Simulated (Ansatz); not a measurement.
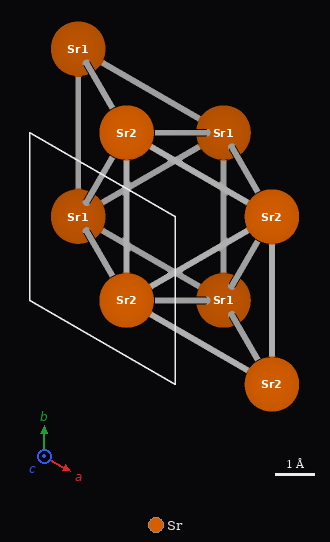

**Figure 1.** The structure as given in the input (ball-and-stick view of the cell of the calculation, repeated 2 × 2 × 1, along the c axis; atoms are numbered from 1 in the order of the input). An atom can appear more than once, as a periodic image.

## Single-point calculation of Sr

- system: Sr (P6₃/mmc, 2 atoms in the cell)
- method: DFT, PBE, plane waves, PAW, no spin polarisation (Ansatz 0.2.0)

The structure derives from an entry of the Crystallography Open Database. Figures and captions count atoms from 1; the log counts them from 0 in places.

The program's output:
```
Sr: output.efg is read without spin–orbit coupling, which moves field gradients at and beside such atoms by some per cent and up to a factor of two; PAW files take it under magnetization.noncollinear and magnetization.spin_orbit
Engine: ansatz 0.2.0, aarch64-unknown-linux-gnu
Pseudopotentials: kind: paw
Pseudopotential: Sr, paw, valence charge 10, recommended cutoff 420 eV (normal), Sr.paw.azcp
Functional definition: PBE
  parameter kappa = 0.804
  parameter beta = 0.06672455060314922
  exchange = pbe_x(kappa = kappa, mu = beta*pi^2/3)
  correlation = pbe_c(beta = beta)
Crystal: 2 atoms, lattice volume = 113.416 Å³
Basis set: ecut = 800 eV, 5781 PW (Γ), exchange–correlation on 80×80×144 points (8 copies of the dense FFT grid, shifted against one another)
Bands: 14, of which v1, the nominal top of the filled ones, is band 10 counted from 1 (9 counted from 0)
Symmetry: 24 space group operations
Space group: P63/mmc (ITA 194), of the structure as read, at distance tolerance 4.8e-5 Å
k-points: 42 of 500
Non-local potential: Sr, projectors of the file, l = 0: 3, l = 1: 2, l = 2: 2
PAW form: soft (Blöchl's): semilocal exchange-correlation on the pseudo side does not see the compensation charge
PAW one-centre angular grid: Sr, 110 points (default); XC on 64 Gauss nodes
Initial density: superposition of atomic densities (neutral atoms: chi_scale 0, normalization atom), corrected by the library's trained network
Initial wavefunctions: pseudopotential atomic-orbital guess
Functional: x = pbe(κ = 0.804, μ = 0.2195149727645171), c = pbe(β = 0.06672455060314922)
SCF iter   1: F=—  HF=-7088.461047 eV  |F-HF|=—  |Δ(HF+E_count)|=         —  Δρ=1.54e-3  dr2=6.40e-3  ethr=1.77e-3  ⟨swp⟩=9.0  Hψ=4596  notcnv=0
SCF iter   2: F=—  HF=-7088.461267 eV  |F-HF|=—  |Δ(HF+E_count)|=   2.20e-4  Δρ=6.27e-4  dr2=9.90e-4  ethr=3.20e-5  ⟨swp⟩=2.2  Hψ=1268  notcnv=0
SCF iter   3: F=—  HF=-7088.461210 eV  |F-HF|=—  |Δ(HF+E_count)|=   5.65e-5  Δρ=1.03e-4  dr2=1.06e-5  ethr=4.95e-6  ⟨swp⟩=1.2  Hψ=599  notcnv=0
SCF iter   4: F=—  HF=-7088.461292 eV  |F-HF|=—  |Δ(HF+E_count)|=   8.20e-5  Δρ=3.13e-5  dr2=5.93e-7  ethr=5.31e-8  ⟨swp⟩=2.5  Hψ=1122  notcnv=0
iter 5 did not close the SCF: its close was put off for the readings that it lacked (scf_convergence_deferred on its scf_iter line)
SCF iter   5: F=-7088.461293 eV  HF=-7088.461293 eV  |F-HF|=1.31e-8  |Δ(HF+E_count)|=   3.49e-7  Δρ=3.44e-6  dr2=7.91e-9  ethr=2.97e-9  ⟨swp⟩=3.0  Hψ=1065  notcnv=0
SCF iter   6: F=-7088.461293 eV  HF=-7088.461293 eV  |F-HF|=2.70e-10  |Δ(HF+E_count)|=   1.43e-8  Δρ=7.55e-7  dr2=2.65e-10  ethr=3.95e-11  ⟨swp⟩=8.2  Hψ=4920  notcnv=0
SCF 1 converged in 6 iterations: F = -7088.461293 eV  dr2 = 2.65e-10
  greatest PAW one-centre occupation: 0.988 electrons in one spin orbital (limit 2), on the Sr atom at site 1 (counted from 0), in its partial waves of l = 0
SCF converged after 6 iterations
Free energy (F): -7088.461293 eV
Harris-Foulkes:  -7088.461293 eV  (|F-HF|=2.70e-10)
Internal energy: -7088.400847 eV  (E = F + TS)
E sigma→0 (E₀):  -7088.431070 eV
Entropy (-TS):   -0.060446 eV (-30.223 meV/atom)
Fermi energy:    4.865811 eV
--- Per-component energies (eV) ---
  E_band       = -277.505745
  E_kinetic    = 482.422372
  E_local      = -1558.726159  (includes V_loc(G=0)·N_el)
  E_nonlocal   = 405.690443
  E_hartree    = 396.359722
  E_xc         = -342.223712
  E_vxc        = -318.180681  (∫ρ·V_xc dr)
  E_paw        = -5389.427635  (= ΣΔE_a)
  E_vpaw       = -81.430943  (= ΣTr[D̂ρ^β])
  E_aug_tail   = -0.000000  (compensation charges beyond the density's cutoff)
  E_ewald      = -1082.495879
  E_smearing   = -0.060446  (= −TS)
  E_closure    = 0.000000  (closes the sum)
  Σ components = -7088.461293   (vs F -7088.461293, Δ=0.00e0)
--- Forces (eV/Å), atoms counted from 1 ---
  atom   1  Sr    -0.00000000     0.00000000     0.00000000
  atom   2  Sr     0.00000000    -0.00000000    -0.00000000
  max |Σ_I F_I| component: 1.85e-17 eV/Å
--- Stress (GPa, compression-positive) ---
       -0.323939      -0.000000       0.000000
        0.000000      -0.323939       0.000000
        0.000000       0.000000      -0.196849
  P = ⅓ Tr σ = -0.2816 GPa (-2.816 kbar)
--- PAW observables at the nuclei: V_zz in 10²¹ V/m², potentials from the cell's mean, atoms counted from 1 ---
  atom   1  Sr V_zz =    -0.481544   η = 0.0000   by run symmetry: allowed
            electrostatic potential = -5503.255170 V   contact ρ = 401087.185316 e/Å³
  atom   2  Sr V_zz =    -0.481544   η = 0.0000   by run symmetry: allowed
            electrostatic potential = -5503.255170 V   contact ρ = 401087.185316 e/Å³
--- Band table (eV; the first three rows and the last of 42) ---
  k-point 0: bands = ["-31.7796", "-31.7677", "-13.8461", "-13.6999", "-13.6999", "-13.6758", "-13.6758", "-13.6712", "1.2616", "3.7466", "4.8791", "7.1409", "7.1418", "7.1418"]
  k-point 1: bands = ["-31.7784", "-31.7688", "-13.8298", "-13.6976", "-13.6976", "-13.6883", "-13.6781", "-13.6781", "1.4170", "3.2908", "5.2360", "6.9345", "7.0974", "7.0974"]
  k-point 2: bands = ["-31.7755", "-31.7718", "-13.7868", "-13.7327", "-13.6916", "-13.6916", "-13.6841", "-13.6841", "1.8629", "2.5331", "5.8210", "6.4269", "7.0926", "7.0926"]
  k-point 41: bands = ["-31.7649", "-31.7645", "-13.8166", "-13.8155", "-13.7811", "-13.7676", "-13.7109", "-13.7057", "4.5436", "4.8344", "5.1008", "5.2468", "5.4694", "5.6462"]
```

File v_z.tsv:
```
# z_ang	v_es[eV]	v_tot[eV]
# format = ansatz-planar-average/11
# xc	pbe
# density_cutoff_ev	3200
# datasets	Sr=:simpson_from_first_knot:soft
# lattice	4.310000221	0.000000000	0.000000000
# lattice	-2.155000110	3.732569681	0.000000000
# lattice	0.000000000	0.000000000	7.050000000
# sites	2
# site	38	-0.000000000	2.488379788	1.762500000
# site	38	2.155000110	1.244189894	5.287500000
0.000000	6.564188e0	5.970573e-1
0.097917	6.528820e0	5.706730e-1
0.195833	6.422261e0	4.920594e-1
0.293750	6.243338e0	3.279801e-1
0.391667	5.989563e0	3.741515e-2
0.489583	5.655043e0	-3.877152e-1
0.587500	5.227530e0	-9.574975e-1
0.685417	4.706106e0	-1.678401e0
0.783333	4.086028e0	-2.560781e0
0.881250	3.315441e0	-3.651950e0
0.979167	2.298259e0	-5.029784e0
1.077083	9.469806e-1	-6.756874e0
1.175000	-7.553009e-1	-8.834338e0
1.272917	-2.723978e0	-1.116740e1
1.370833	-4.783645e0	-1.356768e1
1.468750	-6.709020e0	-1.579159e1
1.566667	-8.274037e0	-1.759057e1
1.664583	-9.292996e0	-1.875913e1
1.762500	-9.646300e0	-1.916377e1
1.860417	-9.292996e0	-1.875913e1
1.958333	-8.274037e0	-1.759057e1
2.056250	-6.709020e0	-1.579159e1
2.154167	-4.783645e0	-1.356768e1
2.252083	-2.723978e0	-1.116740e1
2.350000	-7.553009e-1	-8.834338e0
2.447917	9.469806e-1	-6.756874e0
2.545833	2.298259e0	-5.029784e0
2.643750	3.315441e0	-3.651950e0
2.741667	4.086028e0	-2.560781e0
2.839583	4.706106e0	-1.678401e0
2.937500	5.227530e0	-9.574975e-1
3.035417	5.655043e0	-3.877152e-1
3.133333	5.989563e0	3.741515e-2
3.231250	6.243338e0	3.279801e-1
3.329167	6.422261e0	4.920594e-1
3.427083	6.528820e0	5.706730e-1
3.525000	6.564188e0	5.970573e-1
3.622917	6.528820e0	5.706730e-1
3.720833	6.422261e0	4.920594e-1
3.818750	6.243338e0	3.279801e-1
3.916667	5.989563e0	3.741515e-2
4.014583	5.655043e0	-3.877152e-1
4.112500	5.227530e0	-9.574975e-1
4.210417	4.706106e0	-1.678401e0
4.308333	4.086028e0	-2.560781e0
4.406250	3.315441e0	-3.651950e0
4.504167	2.298259e0	-5.029784e0
4.602083	9.469806e-1	-6.756874e0
4.700000	-7.553009e-1	-8.834338e0
4.797917	-2.723978e0	-1.116740e1
4.895833	-4.783645e0	-1.356768e1
4.993750	-6.709020e0	-1.579159e1
5.091667	-8.274037e0	-1.759057e1
5.189583	-9.292996e0	-1.875913e1
5.287500	-9.646300e0	-1.916377e1
5.385417	-9.292996e0	-1.875913e1
5.483333	-8.274037e0	-1.759057e1
5.581250	-6.709020e0	-1.579159e1
5.679167	-4.783645e0	-1.356768e1
5.777083	-2.723978e0	-1.116740e1
5.875000	-7.553009e-1	-8.834338e0
5.972917	9.469806e-1	-6.756874e0
6.070833	2.298259e0	-5.029784e0
6.168750	3.315441e0	-3.651950e0
6.266667	4.086028e0	-2.560781e0
6.364583	4.706106e0	-1.678401e0
6.462500	5.227530e0	-9.574975e-1
6.560417	5.655043e0	-3.877152e-1
6.658333	5.989563e0	3.741515e-2
6.756250	6.243338e0	3.279801e-1
6.854167	6.422261e0	4.920594e-1
6.952083	6.528820e0	5.706730e-1
```

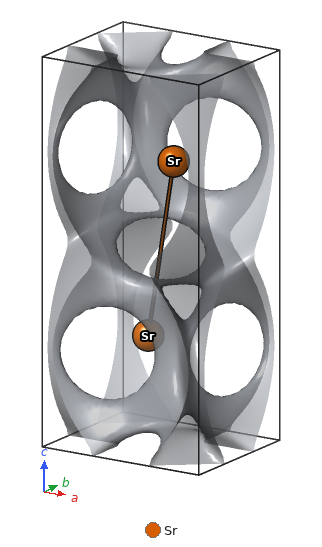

**Figure 2.** Isosurface of the electron localisation function at 0.45 (grey), seen slightly off an axis. Core shells and regions of very low density are left out. Sticks mark near contacts. The outline is the cell set on symmetry axes. Along the contacts the grid gives the following. Sr–Sr (4.31 Å): the ELF is about 0.30 at the midpoint (no shared electron pair). In a PAW calculation such maps are meaningful between the atoms, not at the nuclei.

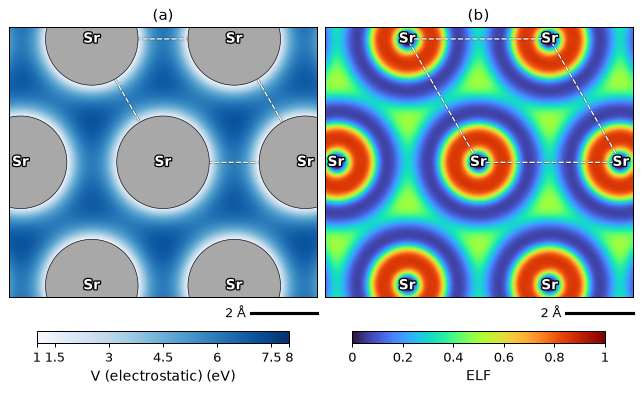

**Figure 3.** (a) electrostatic potential energy of an electron; (b) electron localisation function on the (001) plane of the conventional cell. Grey discs, where drawn, cover atomic cores. The section cuts through Sr sites. Sr–Sr (4.31 Å): the ELF is about 0.30 at the midpoint (no shared electron pair). The strong features right at Sr lie inside the PAW spheres (semicore, d or f shells) and say nothing about bonding. Outside the cores the potential energy rises away from the atoms and is highest about 2.5 Å from the nearest atoms; outside the discs it spans about 6 eV, and its zero is arbitrary.

This output came from the following input.

Input:
```yaml
crystal:
  lattice:
    - [4.3100002207, 0.0, 0.0]
    - [-2.1550001104, 3.7325696814, 0.0]
    - [0.0, 0.0, 7.05]
  atoms:
    - { symbol: Sr, position: [0.3333333333, 0.6666666667, 0.25] }
    - { symbol: Sr, position: [0.6666666667, 0.3333333333, 0.75] }
kpoints:
  mp_grid: { grid: [10, 10, 5] }
scf:
  occupations: { method: fermi_dirac, width: 0.08 }
  mixing: { preconditioner: none }
hamiltonian:
  xc: pbe
  pseudopotentials: { kind: paw }
output:
  forces: true
  stress: true
  eigenvalues: true
  efg: { contact_densities: true }
  write_density: true
  write_potential: true
  elf: true
  volumetric_format: npy
basis:
  ecutwfc: 800
```

Command:
```bash
ansatz run input.yaml --threads 1 --pin off --max-ram 2048MiB --backend cpu --events-out ev --progress --plain --runs-dir out
```

Results in brief:

| quantity | value |
| --- | --- |
| outcome | converged |
| space group (tolerance 0.01 Å) | P6₃/mmc (194) |
| electrons treated | 20 |
| free energy | −7088.4613 eV |
| Fermi energy | 4.866 eV |
| pressure | −0.28 GPa |
| largest force (length of the vector) | under 0.001 eV/Å |
| hardware | 1 thread of Arm Neoverse V2, 112 GiB of memory available, shared host |
| wall time | 11 s |
| peak memory | 0.5 GiB |

Remarks:

Settings chosen away from the usual ones: scf.mixing.preconditioner = "none". Warnings of the run: the field gradients leave out spin–orbit coupling.
